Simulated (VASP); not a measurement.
**Optical-spectrum calculation, with input and output: BaF2 (part 3 of 3)**

The same run, continued: BaF2 (Fm-3m, 3 atoms in the cell); Kohn-Sham DFT of a periodic cell, PBE, VASP PAW PBE potentials, recommended, no spin polarisation (VASP 6.6.1); cutoff 520 eV, 8×8×8 k-mesh, Gaussian smearing of 0.03 eV. The structure derives from an entry of the Crystallography Open Database.

Geometry of the input (Å; fractional positions):
```
0.0000  3.0882  3.0882
3.0882  -0.0000  3.0882
3.0882  3.0882  0.0000
Ba -0.0000  0.0000  1.0000
F  0.2500  0.2500  0.2500
F  0.7500  0.7500  0.7500
```

## Parts of OUTCAR, continued
```
    87.15645     0.93999     0.93999     0.93999    -0.00000    -0.00000     0.00000
    88.04580     0.94134     0.94134     0.94134    -0.00000    -0.00000     0.00000

  frequency dependent IMAGINARY DIELECTRIC FUNCTION (independent particle, no local field effects) current-current
     E(ev)      X         Y         Z        XY        YZ        ZX
  --------------------------------------------------------------------------------------------------------------
     0.00000     0.00000     0.00000     0.00000     0.00000    -0.00000    -0.00000
     0.88935     0.00000     0.00000     0.00000    -0.00000    -0.00000    -0.00000
     1.77870     0.00000     0.00000     0.00000     0.00000     0.00000    -0.00000
     2.66805     0.00000     0.00000     0.00000     0.00000     0.00000    -0.00000
     3.55741     0.00000     0.00000     0.00000     0.00000     0.00000    -0.00000
     4.44676     0.00000     0.00000     0.00000     0.00000     0.00000    -0.00000
     5.33611     0.00000     0.00000     0.00000     0.00000     0.00000    -0.00000
     6.22546     0.00000     0.00000     0.00000     0.00000     0.00000    -0.00000
     7.11481     0.00000     0.00000     0.00000    -0.00000    -0.00000     0.00000
     8.00416     0.74066     0.74066     0.74066     0.00000     0.00000    -0.00000
     8.89352     3.05622     3.05622     3.05622     0.00000    -0.00000    -0.00000
     9.78287     6.15378     6.15378     6.15378     0.00000     0.00000     0.00000
    10.67222     3.93220     3.93220     3.93220     0.00000     0.00000    -0.00000
    11.56157     1.33586     1.33586     1.33586    -0.00000    -0.00000    -0.00000
    12.45092     1.31456     1.31456     1.31456    -0.00000     0.00000    -0.00000
    13.34027     0.73952     0.73952     0.73952    -0.00000    -0.00000    -0.00000
    14.22963     0.91449     0.91449     0.91449     0.00000     0.00000    -0.00000
    15.11898     1.15118     1.15118     1.15118    -0.00000     0.00000    -0.00000
    16.00833     2.45015     2.45015     2.45015     0.00000     0.00000     0.00000
    16.89768     1.89543     1.89543     1.89543     0.00000     0.00000    -0.00000
    17.78703     4.19105     4.19105     4.19105     0.00000     0.00000     0.00000
    18.67638     3.13106     3.13106     3.13106    -0.00000    -0.00000     0.00000
    19.56573     3.45248     3.45248     3.45248    -0.00000    -0.00000    -0.00000
    20.45509     1.63456     1.63456     1.63456     0.00000     0.00000    -0.00000
    21.34444     1.06336     1.06336     1.06336     0.00000     0.00000    -0.00000
    22.23379     1.63835     1.63835     1.63835    -0.00000    -0.00000     0.00000
    23.12314     0.51802     0.51802     0.51802     0.00000     0.00000    -0.00000
    24.01249     0.52976     0.52976     0.52976    -0.00000     0.00000     0.00000
    24.90184     0.25496     0.25496     0.25496     0.00000    -0.00000     0.00000
    25.79120     0.33294     0.33294     0.33294     0.00000    -0.00000     0.00000
    26.68055     0.17784     0.17784     0.17784     0.00000     0.00000    -0.00000
    27.56990     0.26422     0.26422     0.26422    -0.00000    -0.00000    -0.00000
    28.45925     0.24207     0.24207     0.24207     0.00000     0.00000     0.00000
    29.34860     0.16524     0.16524     0.16524    -0.00000    -0.00000     0.00000
    30.23795     0.19378     0.19378     0.19378    -0.00000    -0.00000     0.00000
    31.12730     0.21291     0.21291     0.21291     0.00000     0.00000     0.00000
    32.01666     0.42525     0.42525     0.42525     0.00000     0.00000    -0.00000
    32.90601     0.31184     0.31184     0.31184     0.00000    -0.00000    -0.00000
    33.79536     0.34369     0.34369     0.34369    -0.00000    -0.00000     0.00000
    34.68471     0.23918     0.23918     0.23918     0.00000     0.00000    -0.00000
    35.57406     0.16861     0.16861     0.16861     0.00000     0.00000    -0.00000
    36.46341     0.20182     0.20182     0.20182     0.00000     0.00000     0.00000
    37.35277     0.14942     0.14942     0.14942     0.00000     0.00000    -0.00000
    38.24212     0.18260     0.18260     0.18260    -0.00000    -0.00000     0.00000
    39.13147     0.13178     0.13178     0.13178     0.00000     0.00000     0.00000
    40.02082     0.06825     0.06825     0.06825    -0.00000     0.00000     0.00000
    40.91017     0.13485     0.13485     0.13485     0.00000     0.00000    -0.00000
    41.79952     0.11282     0.11282     0.11282    -0.00000    -0.00000    -0.00000
    42.68888     0.09663     0.09663     0.09663     0.00000    -0.00000     0.00000
    43.57823     0.07973     0.07973     0.07973     0.00000     0.00000    -0.00000
    44.46758     0.09807     0.09807     0.09807    -0.00000    -0.00000     0.00000
    45.35693     0.12934     0.12934     0.12934     0.00000     0.00000    -0.00000
    46.24628     0.09651     0.09651     0.09651     0.00000    -0.00000     0.00000
    47.13563     0.07322     0.07322     0.07322    -0.00000     0.00000    -0.00000
    48.02498     0.07955     0.07955     0.07955    -0.00000    -0.00000     0.00000
    48.91434     0.10862     0.10862     0.10862     0.00000     0.00000    -0.00000
    49.80369     0.06713     0.06713     0.06713     0.00000     0.00000    -0.00000
    50.69304     0.04284     0.04284     0.04284     0.00000     0.00000     0.00000
    51.58239     0.01808     0.01808     0.01808    -0.00000    -0.00000    -0.00000
    52.47174     0.01051     0.01051     0.01051    -0.00000     0.00000    -0.00000
    53.36109     0.02064     0.02064     0.02064     0.00000    -0.00000    -0.00000
    54.25045     0.00938     0.00938     0.00938     0.00000     0.00000     0.00000
    55.13980     0.00802     0.00802     0.00802     0.00000    -0.00000    -0.00000
    56.02915     0.00477     0.00477     0.00477     0.00000    -0.00000     0.00000
    56.91850     0.03757     0.03757     0.03757    -0.00000     0.00000    -0.00000
    57.80785     0.00766     0.00766     0.00766     0.00000     0.00000    -0.00000
    58.69720     0.00415     0.00415     0.00415     0.00000     0.00000    -0.00000
    59.58655     0.00749     0.00749     0.00749     0.00000     0.00000     0.00000
    60.47591     0.00430     0.00430     0.00430     0.00000     0.00000    -0.00000
    61.36526     0.00657     0.00657     0.00657    -0.00000    -0.00000     0.00000
    62.25461     0.00934     0.00934     0.00934    -0.00000    -0.00000     0.00000
    63.14396     0.00471     0.00471     0.00471     0.00000     0.00000    -0.00000
    64.03331     0.00327     0.00327     0.00327     0.00000     0.00000    -0.00000
    64.92266     0.00232     0.00232     0.00232     0.00000     0.00000    -0.00000
    65.81202     0.00511     0.00511     0.00511     0.00000     0.00000    -0.00000
    66.70137     0.01258     0.01258     0.01258     0.00000     0.00000    -0.00000
    67.59072     0.00872     0.00872     0.00872     0.00000     0.00000    -0.00000
    68.48007     0.00355     0.00355     0.00355     0.00000    -0.00000     0.00000
    69.36942     0.00139     0.00139     0.00139     0.00000    -0.00000     0.00000
    70.25877     0.00047     0.00047     0.00047    -0.00000     0.00000    -0.00000
    71.14813     0.00047     0.00047     0.00047     0.00000     0.00000    -0.00000
    72.03748     0.00057     0.00057     0.00057     0.00000     0.00000     0.00000
    72.92683     0.00058     0.00058     0.00058     0.00000     0.00000     0.00000
    73.81618     0.00000     0.00000     0.00000     0.00000     0.00000     0.00000
    74.70553     0.00000     0.00000     0.00000     0.00000     0.00000    -0.00000
    75.59488     0.00000     0.00000     0.00000     0.00000     0.00000    -0.00000
    76.48423     0.00000     0.00000     0.00000     0.00000     0.00000    -0.00000
    77.37359     0.00000     0.00000     0.00000     0.00000     0.00000    -0.00000
    78.26294     0.00000     0.00000     0.00000     0.00000     0.00000    -0.00000
    79.15229     0.00000     0.00000     0.00000     0.00000     0.00000    -0.00000
    80.04164     0.00000     0.00000     0.00000     0.00000     0.00000    -0.00000
    80.93099     0.00000     0.00000     0.00000     0.00000     0.00000    -0.00000
    81.82034     0.00000     0.00000     0.00000     0.00000     0.00000    -0.00000
    82.70970     0.00000     0.00000     0.00000     0.00000     0.00000    -0.00000
    83.59905     0.00000     0.00000     0.00000     0.00000     0.00000    -0.00000
    84.48840     0.00000     0.00000     0.00000     0.00000     0.00000    -0.00000
    85.37775     0.00000     0.00000     0.00000     0.00000     0.00000    -0.00000
    86.26710     0.00000     0.00000     0.00000     0.00000     0.00000    -0.00000
    87.15645     0.00000     0.00000     0.00000     0.00000     0.00000    -0.00000
    88.04580     0.00000     0.00000     0.00000     0.00000     0.00000    -0.00000

  frequency dependent      REAL DIELECTRIC FUNCTION (independent particle, no local field effects) current-current
     E(ev)        X           Y           Z          XY          YZ          ZX
  --------------------------------------------------------------------------------------------------------------
     0.00000     2.50227     2.50227     2.50227     0.00000     0.00000     0.00000
     0.88935     2.51003     2.51003     2.51003     0.00000     0.00000     0.00000
     1.77870     2.53423     2.53423     2.53423     0.00000     0.00000     0.00000
     2.66805     2.57714     2.57714     2.57714     0.00000     0.00000     0.00000
     3.55741     2.64349     2.64349     2.64349     0.00000     0.00000     0.00000
     4.44676     2.74231     2.74231     2.74231     0.00000     0.00000     0.00000
     5.33611     2.89231     2.89231     2.89231     0.00000     0.00000     0.00000
     6.22546     3.14311     3.14311     3.14311     0.00000    -0.00000     0.00000
     7.11481     3.75989     3.75989     3.75989     0.00000     0.00000     0.00000
     8.00416     3.76355     3.76355     3.76355     0.00000     0.00000     0.00000
     8.89352     4.53472     4.53472     4.53472     0.00000    -0.00000     0.00000
     9.78287     3.69783     3.69783     3.69783     0.00000     0.00000    -0.00000
    10.67222     0.63325     0.63325     0.63325    -0.00000    -0.00000     0.00000
    11.56157     1.70479     1.70479     1.70479    -0.00000     0.00000    -0.00000
    12.45092     0.40884     0.40884     0.40884    -0.00000    -0.00000    -0.00000
    13.34027     1.09541     1.09541     1.09541     0.00000     0.00000    -0.00000
    14.22963     2.39297     2.39297     2.39297     0.00000     0.00000    -0.00000
    15.11898     2.60447     2.60447     2.60447     0.00000     0.00000    -0.00000
    16.00833     1.92277     1.92277     1.92277     0.00000     0.00000     0.00000
    16.89768     3.48934     3.48934     3.48934    -0.00000     0.00000     0.00000
    17.78703     0.89287     0.89287     0.89287    -0.00000    -0.00000    -0.00000
    18.67638    -0.87757    -0.87757    -0.87757     0.00000    -0.00000    -0.00000
    19.56573     1.81161     1.81161     1.81161     0.00000     0.00000    -0.00000
    20.45509    -1.26810    -1.26810    -1.26810     0.00000     0.00000    -0.00000
    21.34444    -0.35967    -0.35967    -0.35967     0.00000    -0.00000     0.00000
    22.23379    -0.26523    -0.26523    -0.26523    -0.00000    -0.00000     0.00000
    23.12314    -0.28149    -0.28149    -0.28149    -0.00000    -0.00000     0.00000
    24.01249     0.18695     0.18695     0.18695    -0.00000    -0.00000     0.00000
    24.90184     0.18672     0.18672     0.18672    -0.00000    -0.00000    -0.00000
    25.79120     0.35388     0.35388     0.35388    -0.00000    -0.00000    -0.00000
    26.68055     0.25508     0.25508     0.25508    -0.00000    -0.00000     0.00000
    27.56990     0.48447     0.48447     0.48447     0.00000     0.00000     0.00000
    28.45925     0.36766     0.36766     0.36766    -0.00000    -0.00000     0.00000
    29.34860     0.41132     0.41132     0.41132    -0.00000    -0.00000     0.00000
    30.23795     0.58390     0.58390     0.58390     0.00000     0.00000    -0.00000
    31.12730     0.58843     0.58843     0.58843     0.00000     0.00000     0.00000
    32.01666     0.61797     0.61797     0.61797     0.00000     0.00000    -0.00000
    32.90601     0.63877     0.63877     0.63877     0.00000     0.00000     0.00000
    33.79536     0.59136     0.59136     0.59136    -0.00000    -0.00000    -0.00000
    34.68471     0.59560     0.59560     0.59560     0.00000     0.00000     0.00000
    35.57406     0.62561     0.62561     0.62561     0.00000     0.00000    -0.00000
    36.46341     0.68564     0.68564     0.68564     0.00000     0.00000     0.00000
    37.35277     0.76991     0.76991     0.76991     0.00000     0.00000    -0.00000
    38.24212     0.59742     0.59742     0.59742    -0.00000    -0.00000    -0.00000
    39.13147     0.66917     0.66917     0.66917    -0.00000    -0.00000     0.00000
    40.02082     0.66365     0.66365     0.66365    -0.00000    -0.00000     0.00000
    40.91017     0.71399     0.71399     0.71399     0.00000    -0.00000     0.00000
    41.79952     0.73272     0.73272     0.73272     0.00000    -0.00000    -0.00000
    42.68888     0.73541     0.73541     0.73541     0.00000     0.00000    -0.00000
    43.57823     0.68397     0.68397     0.68397    -0.00000    -0.00000     0.00000
    44.46758     0.72266     0.72266     0.72266    -0.00000    -0.00000     0.00000
    45.35693     0.73834     0.73834     0.73834    -0.00000    -0.00000    -0.00000
    46.24628     0.71914     0.71914     0.71914    -0.00000     0.00000     0.00000
    47.13563     0.74998     0.74998     0.74998    -0.00000     0.00000    -0.00000
    48.02498     0.74130     0.74130     0.74130    -0.00000    -0.00000     0.00000
    48.91434     0.75215     0.75215     0.75215    -0.00000    -0.00000     0.00000
    49.80369     0.74832     0.74832     0.74832    -0.00000    -0.00000    -0.00000
    50.69304     0.73617     0.73617     0.73617    -0.00000     0.00000    -0.00000
    51.58239     0.74703     0.74703     0.74703    -0.00000    -0.00000     0.00000
    52.47174     0.77582     0.77582     0.77582     0.00000     0.00000    -0.00000
    53.36109     0.79682     0.79682     0.79682    -0.00000    -0.00000    -0.00000
    54.25045     0.80612     0.80612     0.80612    -0.00000    -0.00000     0.00000
    55.13980     0.81989     0.81989     0.81989     0.00000    -0.00000     0.00000
    56.02915     0.83092     0.83092     0.83092    -0.00000    -0.00000     0.00000
    56.91850     0.82993     0.82993     0.82993     0.00000    -0.00000    -0.00000
    57.80785     0.82720     0.82720     0.82720     0.00000    -0.00000     0.00000
    58.69720     0.84337     0.84337     0.84337     0.00000    -0.00000     0.00000
    59.58655     0.84873     0.84873     0.84873     0.00000    -0.00000     0.00000
    60.47591     0.85405     0.85405     0.85405     0.00000     0.00000     0.00000
    61.36526     0.86235     0.86235     0.86235     0.00000    -0.00000     0.00000
    62.25461     0.86579     0.86579     0.86579    -0.00000    -0.00000    -0.00000
    63.14396     0.87167     0.87167     0.87167     0.00000    -0.00000     0.00000
    64.03331     0.87779     0.87779     0.87779    -0.00000    -0.00000     0.00000
    64.92266     0.88046     0.88046     0.88046    -0.00000    -0.00000     0.00000
    65.81202     0.88649     0.88649     0.88649    -0.00000    -0.00000     0.00000
    66.70137     0.89061     0.89061     0.89061    -0.00000     0.00000    -0.00000
    67.59072     0.88722     0.88722     0.88722    -0.00000    -0.00000    -0.00000
    68.48007     0.89139     0.89139     0.89139     0.00000    -0.00000     0.00000
    69.36942     0.89542     0.89542     0.89542     0.00000    -0.00000     0.00000
    70.25877     0.89866     0.89866     0.89866     0.00000    -0.00000     0.00000
    71.14813     0.90237     0.90237     0.90237    -0.00000    -0.00000     0.00000
    72.03748     0.90552     0.90552     0.90552    -0.00000    -0.00000     0.00000
    72.92683     0.90838     0.90838     0.90838    -0.00000    -0.00000     0.00000
    73.81618     0.91121     0.91121     0.91121    -0.00000    -0.00000     0.00000
    74.70553     0.91394     0.91394     0.91394    -0.00000    -0.00000     0.00000
    75.59488     0.91644     0.91644     0.91644    -0.00000    -0.00000     0.00000
    76.48423     0.91880     0.91880     0.91880    -0.00000    -0.00000     0.00000
    77.37359     0.92103     0.92103     0.92103    -0.00000    -0.00000     0.00000
    78.26294     0.92316     0.92316     0.92316    -0.00000    -0.00000     0.00000
    79.15229     0.92518     0.92518     0.92518    -0.00000    -0.00000     0.00000
    80.04164     0.92711     0.92711     0.92711    -0.00000    -0.00000     0.00000
    80.93099     0.92896     0.92896     0.92896    -0.00000    -0.00000     0.00000
    81.82034     0.93073     0.93073     0.93073    -0.00000    -0.00000     0.00000
    82.70970     0.93243     0.93243     0.93243    -0.00000    -0.00000     0.00000
    83.59905     0.93406     0.93406     0.93406    -0.00000    -0.00000     0.00000
    84.48840     0.93563     0.93563     0.93563    -0.00000    -0.00000     0.00000
    85.37775     0.93714     0.93714     0.93714    -0.00000    -0.00000     0.00000
    86.26710     0.93859     0.93859     0.93859    -0.00000    -0.00000     0.00000
    87.15645     0.93999     0.93999     0.93999    -0.00000    -0.00000     0.00000
    88.04580     0.94134     0.94134     0.94134    -0.00000    -0.00000     0.00000
```

## CONTCAR
```
BaF2
   1.00000000000000
     0.0000000000000000    3.0882183965999999    3.0882183965999999
     3.0882183965999999    0.0000000000000000    3.0882183965999999
     3.0882183965999999    3.0882183965999999    0.0000000000000000
  Ba              F
     1     2
Direct
     0.0000000000000000    0.0000000000000000    0.0000000000000000
     0.2500000000000000    0.2500000000000000    0.2500000000000000
     0.7500000000000000    0.7500000000000000    0.7500000000000000

  0.00000000E+00  0.00000000E+00  0.00000000E+00
  0.00000000E+00  0.00000000E+00  0.00000000E+00
  0.00000000E+00  0.00000000E+00  0.00000000E+00
```

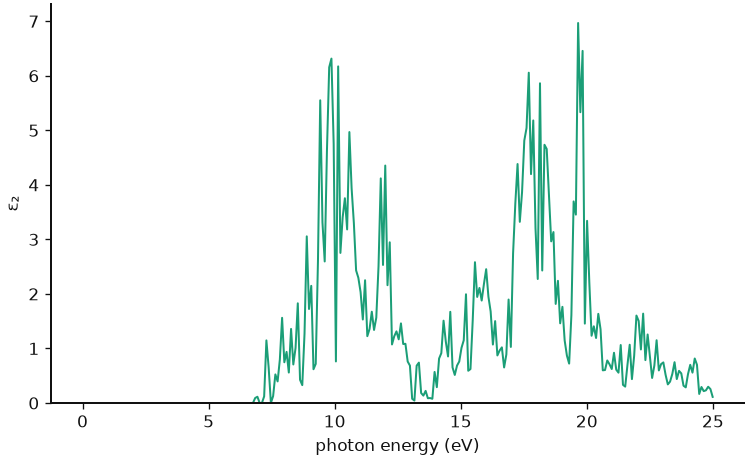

Fig. 1: Imaginary part of the dielectric function (first component that the program prints). The highest peak, 7.0, lies at 19.65 eV.

## Results in brief

| quantity | value |
| --- | --- |
| outcome | converged |
| space group (tolerance 0.01 Å) | Fm-3m (225) |
| electrons treated | 24 |
| free energy | −17.0962 eV |
| gap on the k-point mesh | 6.81 eV |
| pressure | 3.12 GPa |
| largest force (length of the vector) | under 0.001 eV/Å |
| hardware | 2 threads of AMD EPYC (Zen 3), 1656 GiB of memory available, shared host |
| wall time | 54 s (CPU time 1.8 min) |
| peak memory | 0.24 GiB |
